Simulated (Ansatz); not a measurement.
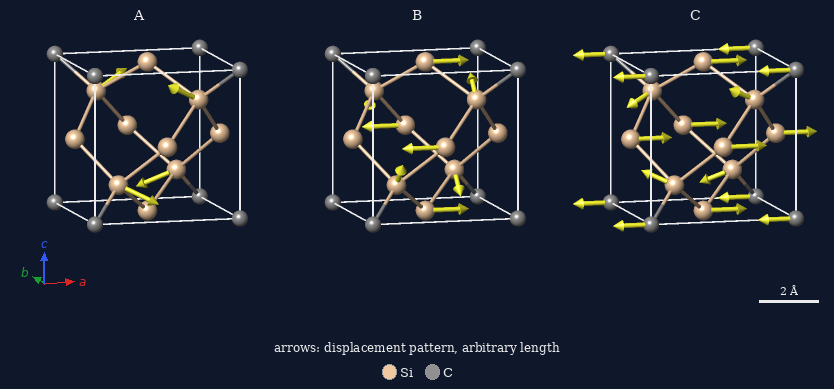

Modes of a crystal of Si$_{7}$C (a generated structure), space group P-43m (No. 215), at the zone centre (one member of each degenerate set). Displacements are drawn as yellow arrows; their common scale and sign are arbitrary. A ball-and-stick model of the cell of the calculation, seen slightly off an axis.

These are results of Ansatz 0.2.0, DFT PBEsol, scalar-relativistic, plane waves, PAW, not measurements.

The frequencies depend somewhat on the k-mesh and the smearing.

Q: Which are infrared-active and which Raman-active?

A: A is E, Raman-active by symmetry (433 cm⁻¹). B is T₁, silent by symmetry (neither infrared- nor Raman-active) (480 cm⁻¹). C is T₂, infrared- and Raman-active by symmetry (483 cm⁻¹). In a metal the free carriers screen the infrared response.
